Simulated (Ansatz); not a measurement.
TaN

Input file:

```
crystal:
  lattice:
    - [0.0, -2.1874436362, -2.1874436362]
    - [0.0, 2.1874436362, -2.1874436362]
    - [4.3748872723, 0.0, 0.0]
  atoms:
    - { symbol: Ta, position: [0.5355751853, 0.4644248147, 0.0] }
    - { symbol: Ta, position: [-0.0355751853, 0.0355751853, 0.5] }
    - { symbol: "N", position: [0.4609132786, 0.5390867214, 0.5] }
    - { symbol: "N", position: [0.0390867214, -0.0390867214, 0.0] }
basis:
  ecutwfc: 520.0
kpoints:
  mp_grid: { grid: [14, 14, 10] }
hamiltonian:
  xc: pbesol
  pseudopotentials: { kind: paw, azcp: { folder: soft_1 } }
scf:
  occupations: { method: gaussian, width: 0.15 }
output:
  forces: true
  stress: true
  eigenvalues: true
  write_density: true
  write_potential: true
  elf: true
  volumetric_format: npy
```

Launched as:

```sh
ansatz run input.yaml --threads 2 --pin off --max-ram 4096MiB --backend cpu --events-out ev --progress --plain --runs-dir out
```

Below, planes, directions and counts refer to the conventional cell (a = 4.37 Å, b = 4.37 Å, c = 4.37 Å, α = 90.00°, β = 90.00°, γ = 90.00°).

Space group Cmcm; a point of a scan over the structure, not its minimum; PAW files of the earlier set (soft_1).

Computed with DFT PBEsol, scalar-relativistic, plane waves, PAW (Ansatz 0.2.0).

Q: What will maps of the valence pseudo-density and electron localisation function show?

A: Ta–N (2.17 Å): ρ is about 0.58 e/Å³ halfway; the ELF peaks at about 0.80 in the valence shell of N, 0.7 Å from its nucleus, and is about 0.20 at the midpoint: no shared electron pair shows on this line.
Ta–Ta (3.09 Å): ρ is about 0.24 e/Å³ halfway; the ELF is about 0.20 at the midpoint (no localised pair shows between them).

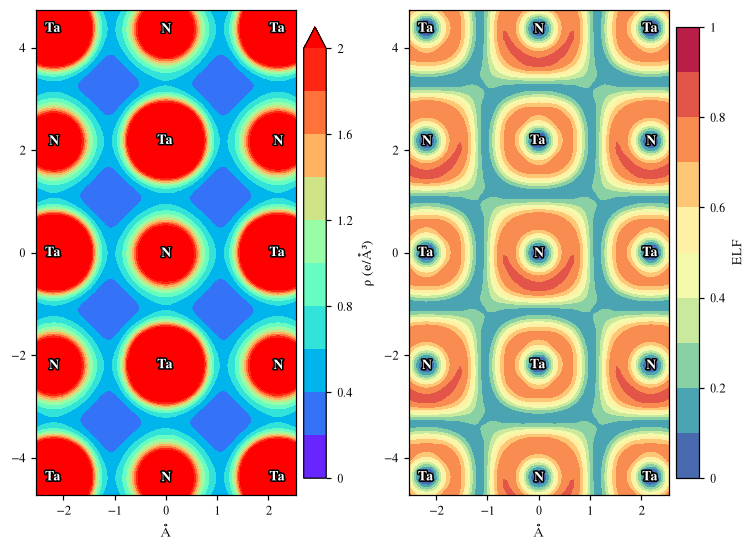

Computed valence pseudo-density and electron localisation function on the (001) plane of the conventional cell, in this order. 

In a PAW calculation such maps are meaningful between the atoms, not at the nuclei.
